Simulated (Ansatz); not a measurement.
# Mo(111) (Im-3m bulk, 13 atomic planes (those closer than 0.6 Å count as one), 11 Å): simulated STM

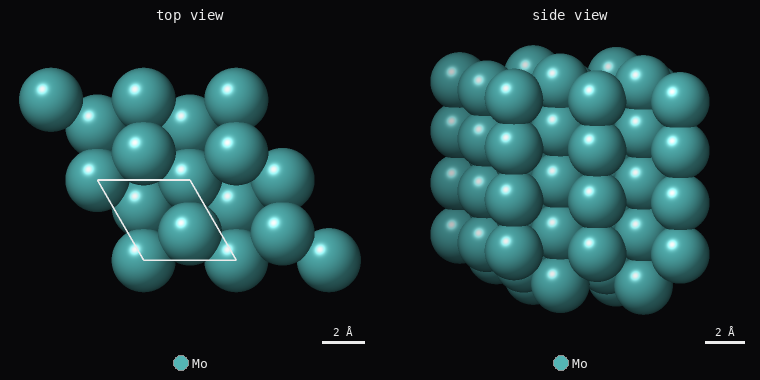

The relaxed structure from above and from the side.

These are results of DFT PBEsol, scalar-relativistic, plane waves, PAW in Ansatz, not measurements. Cutoff 420 eV, 15 × 15 k-points, Gaussian smearing 0.1 eV, dipole correction. The slab is a cut without reconstruction beyond its cell, at the source's lattice constants, with its lower half held fixed and the rest relaxed. No spin polarisation. The run warns that the functional's potential is rough in the thin density of the vacuum, where the tip is; weak contrasts and barriers may feel it.

The STM signal is simulated in the Tersoff–Hamann approximation. Bias windows are sharp sums over the levels of the k mesh.

Input

```yaml
crystal:
  lattice:
    - [4.44345901, 0.0, 0.0]
    - [-2.22172951, 3.84814839, 0.0]
    - [0.0, 0.0, 30.8842070626]
  atoms:
    - { symbol: Mo, position: [0.6666666673, 0.3333333334, 0.323790084] }
    - { symbol: Mo, position: [0.3333333334, 0.6666666661, 0.3531584034] }
    - { symbol: Mo, position: [0.0, 0.0, 0.3825267227] }
    - { symbol: Mo, position: [0.6666666673, 0.3333333334, 0.411895042] }
    - { symbol: Mo, position: [0.3333333334, 0.6666666661, 0.4412633613] }
    - { symbol: Mo, position: [0.0, 0.0, 0.4706316807] }
    - { symbol: Mo, position: [0.6666666673, 0.3333333334, 0.4998896105] }
    - { symbol: Mo, position: [0.3333333334, 0.6666666661, 0.5292550574] }
    - { symbol: Mo, position: [0.0, 0.0, 0.5594837253] }
    - { symbol: Mo, position: [0.6666666673, 0.3333333334, 0.5875282167] }
    - { symbol: Mo, position: [0.3333333334, 0.6666666661, 0.6206088206] }
    - { symbol: Mo, position: [0.0, 0.0, 0.6433745982] }
    - { symbol: Mo, position: [0.6666666673, 0.3333333334, 0.6665825916] }
basis:
  ecutwfc: 420.0
  fft_grid_basis: typed
kpoints:
  mp_grid: { grid: [15, 15, 1] }
hamiltonian:
  xc: pbesol
  pseudopotentials: { kind: paw }
scf:
  occupations: { method: gaussian, width: 0.1 }
output:
  forces: true
  eigenvalues: true
  band_densities:
    - { e_range: [-2.0, -1.0] }
    - { e_range: [-1.0, -0.5] }
    - { e_range: [-0.5, -0.25] }
    - { e_range: [-0.25, 0.0] }
    - { e_range: [0.0, 0.25] }
    - { e_range: [0.25, 0.5] }
    - { e_range: [0.5, 1.0] }
    - { e_range: [1.0, 1.5] }
  band_residual_tolerance: 1.0e-05
  write_potential: true
  elf: true
  write_density: true
  volumetric_format: npy
efield:
  axis: 3
  dipole_correction: true
  ramp_width: 0.04
checkpoint:
  read: start.run
  write: ck
  compress: false
  write_wavefunctions: false
  write_every: 100000
```

Launched as:

```sh
ansatz run input.yaml --threads 2 --pin off --max-ram 4423MiB --backend cpu --events-out ev --progress --plain --runs-dir out
```

This step took 9 min on 2 threads of Arm Neoverse N1 (shared host), peak memory 1.9 GiB; the relaxation before it isn't counted.

Part 1: One image

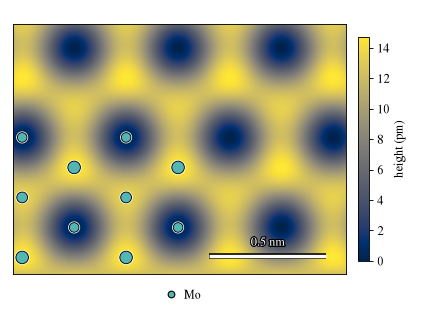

Constant-current image at a set point of 1.9 × 10⁻⁴ e/Å³ of this surface, sample bias −2.00 V. The atoms seen from above are drawn over one corner (deeper ones smaller).

Q: Which atoms or sites appear bright, which dark, and how strong is the contrast?

A: The brightest spots lie over the top Mo atoms and the Mo atoms 0.7 Å below the top plane; the darkest points are over the Mo atoms 1.4 Å below the top plane. The corrugation is 15 pm at a mean tip height of 3.5 Å.

Part 2: Approach curves

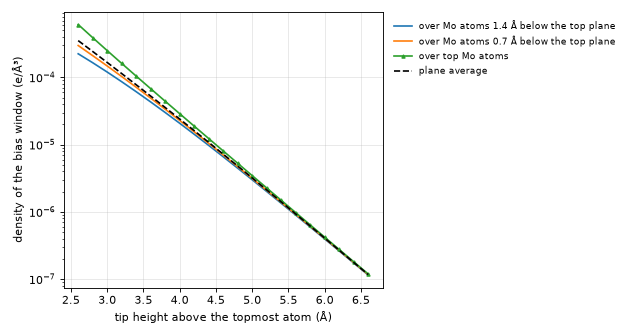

Approach curves over this surface at a sample bias of +0.25 V.

Q: How fast does the current decay, and what apparent barrier height does that imply?

A: Near 4 Å the plane average falls as exp(−1.98 z/Å), a factor of 7.2 per ångström, which gives an apparent barrier of 3.7 eV (0.952 eV Å² times the slope squared). The vacuum level lies 4.05 eV above zero bias. The upper edge of the window lies 3.80 eV under it. The apparent barrier is close to 3.80 eV.

Part 3: Barrier map

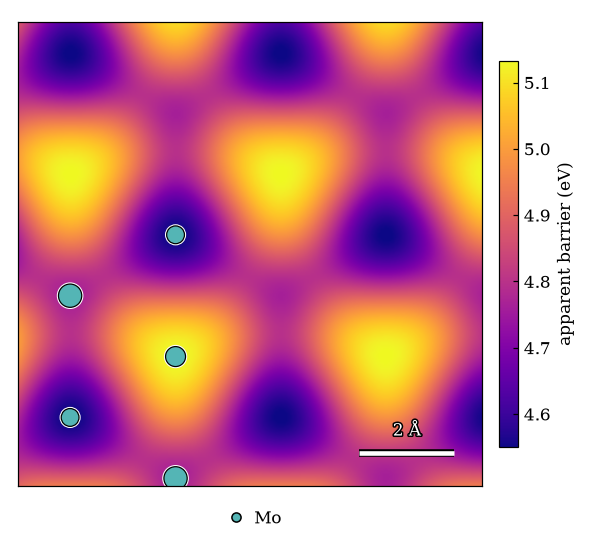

Map of the apparent barrier height, 0.952 eV Å² × (d ln I/dz)², 4.2 Å above this surface at −0.25 V; lighter colours are higher.

Q: Where is the apparent barrier highest and lowest, and over what range?

A: It is highest, 5.1 eV, over the Mo atoms 0.7 Å below the top plane, and lowest, 4.5 eV, over the Mo atoms 1.4 Å below the top plane. The vacuum level lies 4.05 eV above zero bias.

Part 4: Bias series

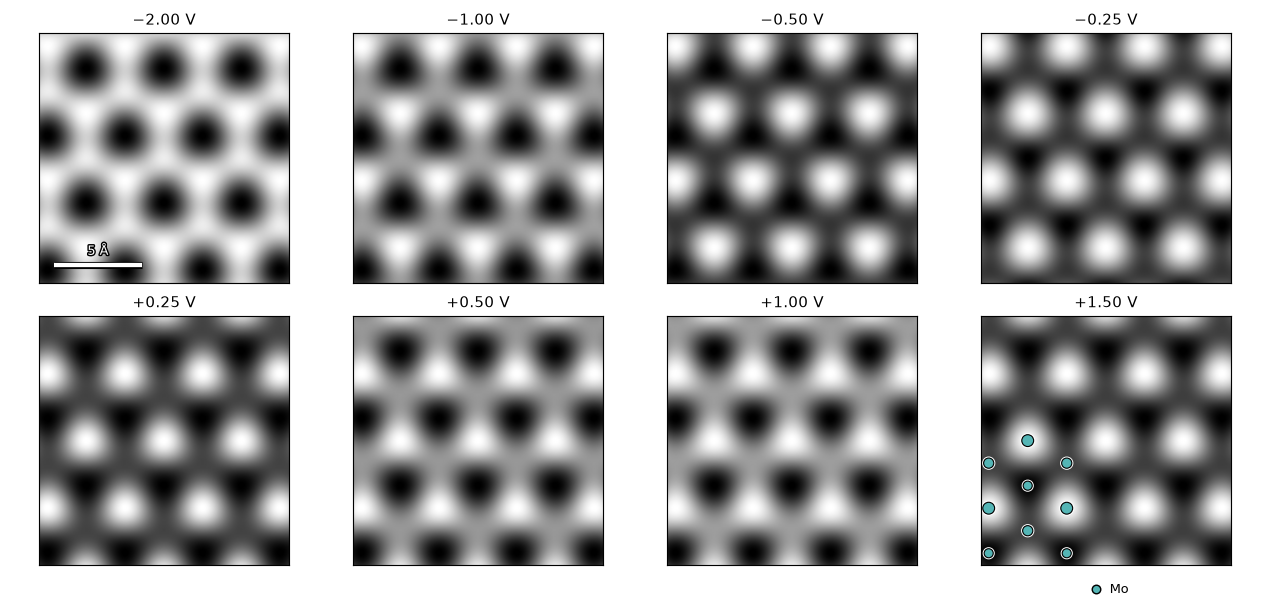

Constant-height images of this surface at 8 sample biases, each on its own colour scale; the last has the atoms seen from above drawn over one corner (deeper ones smaller).

Q: How do the images change with bias?

A:
| bias | height (Å) | bright/dark | brightest over |
| --- | --- | --- | --- |
| −2.00 V | 4.0 | 1.2 | Mo atoms 0.7 Å below the top plane and top Mo atoms |
| −1.00 V | 4.0 | 1.2 | Mo atoms 0.7 Å below the top plane |
| −0.50 V | 4.0 | 1.3 | Mo atoms 0.7 Å below the top plane |
| −0.25 V | 4.0 | 1.4 | Mo atoms 0.7 Å below the top plane |
| +0.25 V | 4.0 | 1.4 | top Mo atoms |
| +0.50 V | 4.0 | 1.5 | top Mo atoms |
| +1.00 V | 4.0 | 1.6 | top Mo atoms |
| +1.50 V | 4.0 | 1.7 | top Mo atoms |

The slab has states at the Fermi level, so this model gives a current down to small biases. Its work function (top face) is 4.05 eV.

The weakest contrasts here depend on the k mesh and on the tip.
